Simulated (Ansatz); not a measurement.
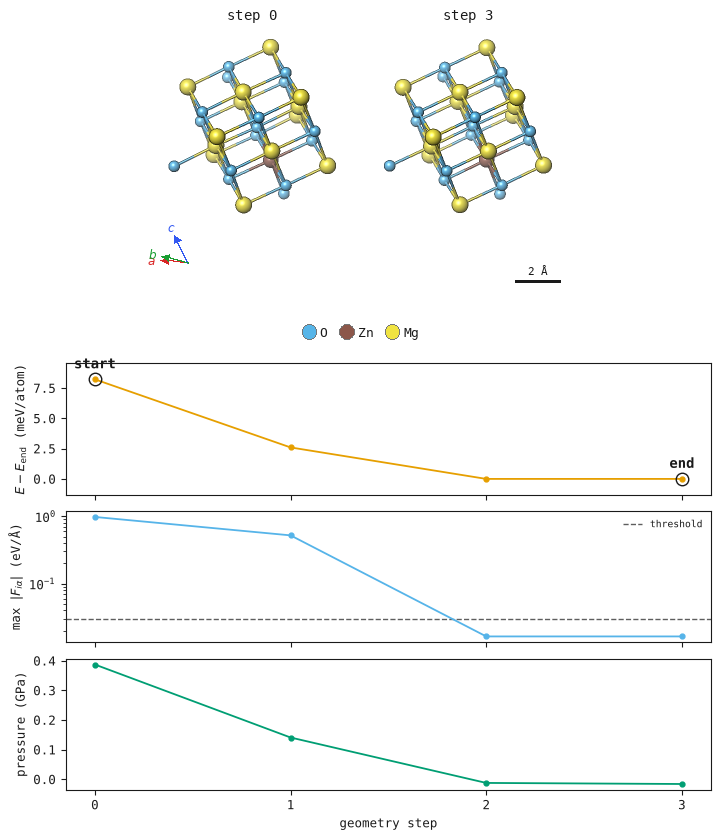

First and last geometry of a relaxation of solid O₆₄Zn₄Mg₆₀ (a generated structure, set up in P1), with the history of the run. Style: ball-and-stick. Shown: the atoms within 4.2 Å of the atom that moves most (axes of the cell of the calculation), from a free direction.

The calculation used DFT, PBEsol, PAW, plane waves (Ansatz). (plane-wave cutoff 420 eV; k-point mesh 1 × 1 × 1; mesh shifted by (0.5, 0.5, 0.5); no spin polarisation; cell relaxed at fixed shape; force threshold 0.03 eV/Å; at most 80 steps)

**Did the run converge, and what did it change?**

It converged. After 3 geometry steps the energy has fallen by 8.2 meV per atom. Largest force component: 0.98 eV/Å at the start, 0.017 eV/Å at the end. Pressure: 0.39 GPa at the start and −0.02 GPa at the end. The atom that moves furthest is an O atom (0.076 Å along [−3 1 3]). By element the largest moves are O 0.076 Å, Mg 0.069 Å, Zn 0.059 Å. The cell stays as it was. Among the contacts that change: Mg–O 2.180 → 2.094 Å, O–Zn 2.076 → 2.134 Å, Mg–O 2.050 → 2.106 Å, O–Zn 2.068 → 2.118 Å. Bond angles that change, for instance: Zn–O–Mg 92.4° → 89.3°, O–Mg–O 91.7° → 89.2°, O–Mg–O 89.4° → 91.4°. The space group stays P1 (No. 1). The run took 6.4 s on 1 × NVIDIA GB300 Max-Q with 8 threads of Arm Neoverse-V2, peak memory 2.2 GiB.

| step | E − E(0), meV/atom | largest force component, eV/Å | pressure, GPa |
| --- | --- | --- | --- |
| 0 | 0.00 | 0.9751 | 0.39 |
| 1 | -5.62 | 0.5199 | 0.14 |
| 2 | -8.22 | 0.0165 | -0.01 |
| 3 | -8.22 | 0.0165 | -0.02 |
